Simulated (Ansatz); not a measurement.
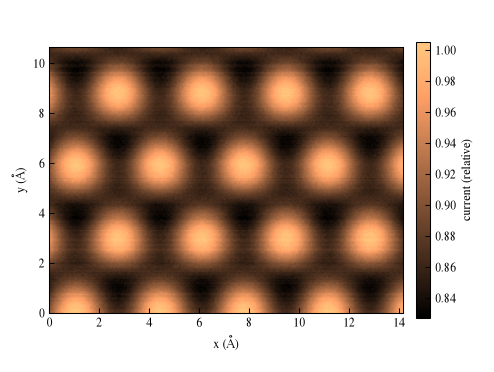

Simulated STM image (constant-height image 4.5 Å above the topmost atom, sample bias +1.50 V). Noise was added.

Images follow the Tersoff–Hamann model: the current is the local density of the sample's states between the Fermi level and the bias, at the tip's centre. Bias windows are sharp sums over the levels of the k mesh.

### Give the periodicity of the image.

The pattern repeats on a hexagonal lattice with shortest vectors of 3.4 Å at 60° (or 120°), a cell of 9.9 Å², with 1 maximum above 60 % of the range in each cell.

The surface:

BAs(111) (F-43m bulk, 8 atomic planes (those closer than 0.6 Å count as one), 9 Å, B-terminated). The brightest spots lie over the top B atoms; the darkest points are over the As atoms 0.4 Å below the top plane. So weak a contrast (1.2 times) depends on the k-mesh and on the tip.

The calculation used Ansatz 0.2.0, DFT PBE, scalar-relativistic, plane waves, PAW. Cutoff 420 eV, 21 × 21 k-points, Gaussian smearing 0.05 eV, dipole correction. The slab is a cut without reconstruction beyond its cell, at the source's lattice constants, with its lower half held fixed and the rest relaxed. Real surfaces of this kind mostly reconstruct in larger cells, which this cell doesn't allow. No spin polarisation. The run couldn't confirm all of its levels under its output density. The run warns that the functional's potential is rough in the thin density of the vacuum, where the tip is; weak contrasts and barriers may feel it.
